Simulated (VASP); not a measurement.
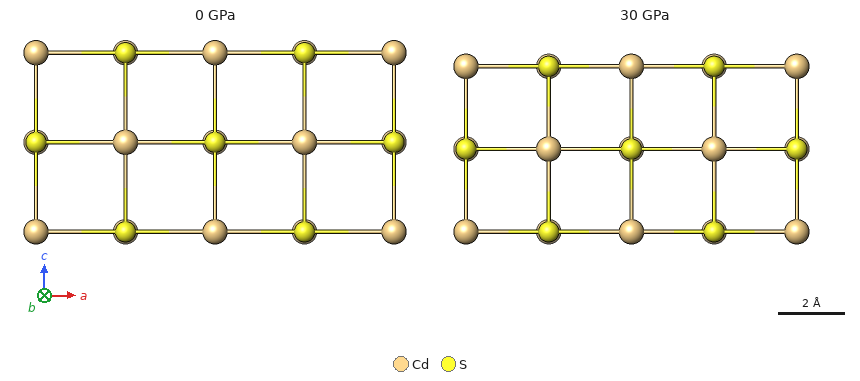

A crystal of CdS (set up in Fm-3m), relaxed (cell and atoms) at several target pressures. The picture shows the first and the last member. A ball-and-stick model of the conventional cell (4 times the calculation's cell), repeated 2 × 1 × 1 with one cell outlined, seen along the b axis. Lengths and directions refer to the drawn axes.

Computed with VASP 6.6.1: PBE, VASP PAW PBE potentials, recommended. Set-up: plane-wave cutoff 600 eV; k-point mesh 8 × 8 × 8; occupations fermi-dirac; smearing width 0.05 eV; no spin polarisation.

| pressure (GPa) | volume (Å³/atom) | a (Å) |
| --- | --- | --- |
| 0 | 20.829 | 5.503 |
| 2 | 20.303 | 5.456 |
| 5 | ? | ? |
| 10 | 18.719 | 5.310 |
| 20 | 17.398 | 5.182 |
| 30 | 16.440 | 5.085 |

### Estimate the missing row from the others, and compare with the calculation.

Murnaghan's form V = V₀(1 + B′P/B₀)^(−1/B′), with V₀ = 20.829 Å³ from the row at zero pressure, fits the other rows with B₀ = 74.4 GPa and B′ = 4.17 (largest miss 0.005 Å³). At 5 GPa it gives 20.829 × (1 + 4.17 × 5/74.4)^(−1/4.17) = 19.631 Å³ per atom. The calculation gives 19.627 Å³/atom (a = 5.395 Å). The estimate is 0.004 Å³/atom too high. From the first member to the last: Cd–S 2.751 → 2.543 Å.

The whole series:

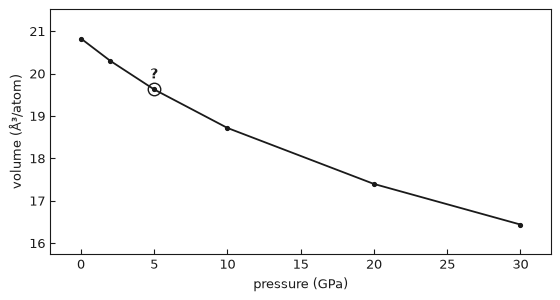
